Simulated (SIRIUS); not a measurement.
## A series of single points on Hf

System: Hf (2 atoms in the cell).
Method: Kohn-Sham DFT of a periodic cell, PBEsol, dojo-sr-pbesol-0.4.1-standard, no spin polarisation (SIRIUS 7.10.0).

The 7 runs differ only in the geometry, by an even scaling of the cell at fixed fractional positions. The structure derives from an entry of the Crystallography Open Database.

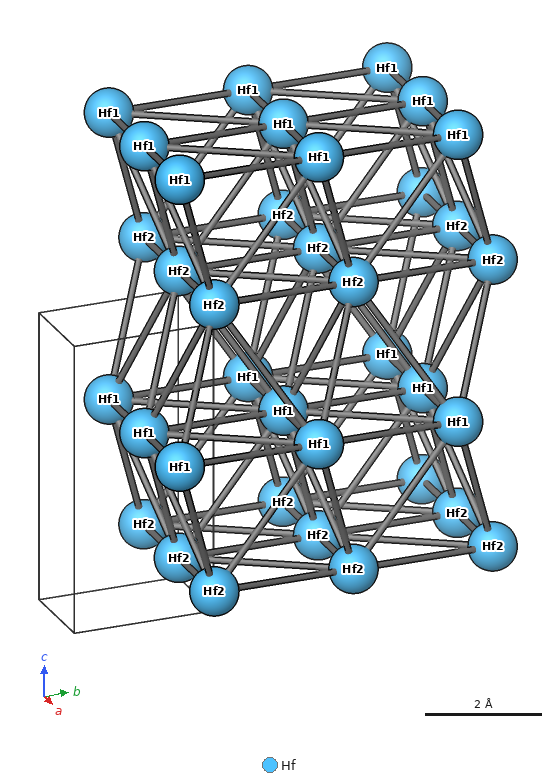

Figure 1. The structure of run 4 (ball-and-stick view of the cell of the calculation, repeated 3 × 3 × 2, seen slightly off an axis; atoms are numbered from 1 in the order of the input). An atom can appear more than once, as a periodic image.

### Input of run 4
```
{
  "control": {
    "processing_unit": "cpu",
    "verbosity": 2,
    "num_bands_to_print": 20,
    "print_forces": true,
    "print_stress": true
  },
  "parameters": {
    "electronic_structure_method": "pseudopotential",
    "xc_functionals": ["XC_GGA_X_PBE_SOL", "XC_GGA_C_PBE_SOL"],
    "gk_cutoff": 7.7,
    "pw_cutoff": 15.4,
    "ngridk": [10, 10, 5],
    "shiftk": [0, 0, 0],
    "smearing": "fermi_dirac",
    "smearing_width": 0.0018374661,
    "num_bands": 20,
    "num_mag_dims": 0,
    "num_dft_iter": 100,
    "energy_tol": 1e-08,
    "density_tol": 1e-06
  },
  "iterative_solver": {
    "type": "davidson",
    "min_tolerance": 1e-09,
    "tolerance_scale": [0.1, 0.25]
  },
  "mixer": {
    "type": "anderson",
    "beta": 0.7,
    "max_history": 8
  },
  "settings": {
    "tol_ne": 1e-10,
    "pseudo_grid_cutoff": 6.5
  },
  "unit_cell": {
    "lattice_vectors": [
      [6.040887502591, 0.0, 0.0],
      [-3.020443751296, 5.23156203869, 0.0],
      [0.0, 0.0, 9.557856793132]
    ],
    "atom_coordinate_units": "lattice",
    "atom_types": ["Hf"],
    "atom_files": {
      "Hf": "Hf.json"
    },
    "atoms": {
      "Hf": [
        [0.6666666667, 0.3333333333, 0.75],
        [0.3333333333, 0.6666666667, 0.25]
      ]
    }
  }
}
```

Command:
```bash
upf_to_json Hf.upf
OMP_NUM_THREADS=1 sirius.scf --input=sirius.json --output=out.json --task=0
```

Lattice vectors (Å) and fractional positions of run 4:
```
   3.196700    0.000000    0.000000
  -1.598350    2.768423    0.000000
   0.000000    0.000000    5.057800
Hf  0.666667  0.333333  0.750000
Hf  0.333333  0.666667  0.250000
```

Run 5 differs from it as follows:
```diff
-      [6.040887502591, 0.0, 0.0],
-      [-3.020443751296, 5.23156203869, 0.0],
-      [0.0, 0.0, 9.557856793132]
+      [6.080894546099, 0.0, 0.0],
+      [-3.040447272955, 5.26620915467, 0.0],
+      [0.0, 0.0, 9.621155702665]
```

### Results, with one run withheld

| run | volume per atom (Å³) | free energy per atom, from the lowest run given (meV) | pressure (GPa) |
| --- | --- | --- | --- |
| 1 | 21.037 | 5.96 | 3.42 |
| 2 | 21.485 | 0.00 | 0.87 |
| 3 | 21.933 | 0.85 | −1.46 |
| 4 | 22.380 | 7.91 | −3.58 |
| 5 | 22.828 | ? | ? |
| 6 | 23.276 | 38.55 | −7.28 |
| 7 | 23.723 | 61.16 | −8.89 |

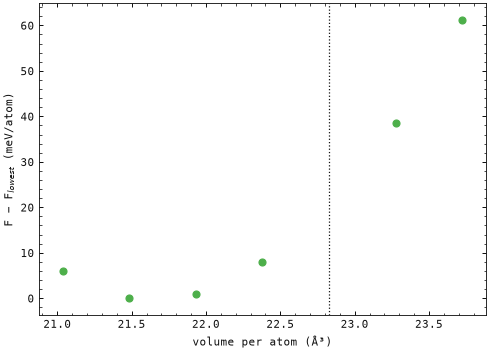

Figure 2. Free energy per atom of the runs given; the dotted line marks run 5.

Fit the runs given and predict run 5.

A cubic polynomial in V^(−2/3) (the Birch–Murnaghan form), fitted to the 6 runs given, misses them by at most 0.01 meV per atom. With x = V^(−2/3) − 0.12632 Å⁻², it reads F = 5.6938 − 5089.1 x + 1.0607e+06 x² − 2.4076e+06 x³ (meV per atom). At run 5 it gives 20.64 meV per atom, and the run itself gives 20.64. The slope of the fit gives a pressure −dF/dV of −5.51 GPa there, and the run prints −5.52 GPa. The fit has its minimum at 21.649 Å³ per atom, where V d²F/dV² gives 114 GPa. Cell shape and fractional positions are held, so this is the stiffness under even scaling; the relaxed bulk modulus wasn't computed.

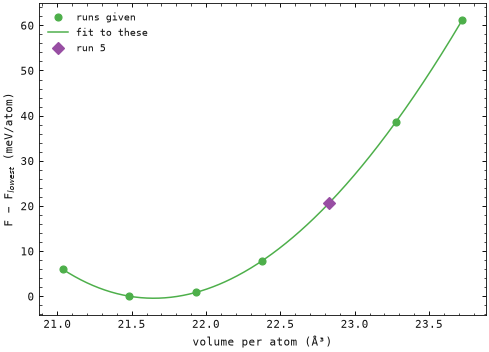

Figure 3. The fit and the withheld run.

### Some lines of the output (run 5)
```
[...]
[find] Free energy (E-TS)             :    -112.76179774 (Ha),    -225.52359548 (Ry)
[find] Efermi                         :       0.51920285
[find] Total energy                   :    -112.76136322 (Ha),    -225.52272643 (Ry)
[find] Free energy (E-TS)             :    -112.76179791 (Ha),    -225.52359583 (Ry)
[find] Efermi                         :       0.51919901
[find] Total energy                   :    -112.76136325 (Ha),    -225.52272651 (Ry)
[find] Free energy (E-TS)             :    -112.76179795 (Ha),    -225.52359591 (Ry)
[find] Efermi                         :       0.51919803
[find] Total energy                   :    -112.76136327 (Ha),    -225.52272653 (Ry)
[find] Free energy (E-TS)             :    -112.76179796 (Ha),    -225.52359593 (Ry)
[find] Efermi                         :       0.51919751
[find] Total energy                   :    -112.76136327 (Ha),    -225.52272654 (Ry)
[find] Free energy (E-TS)             :    -112.76179797 (Ha),    -225.52359594 (Ry)
[find] Efermi                         :       0.51919767
```

Notes: Spin–orbit coupling is left out, which matters for Hf.
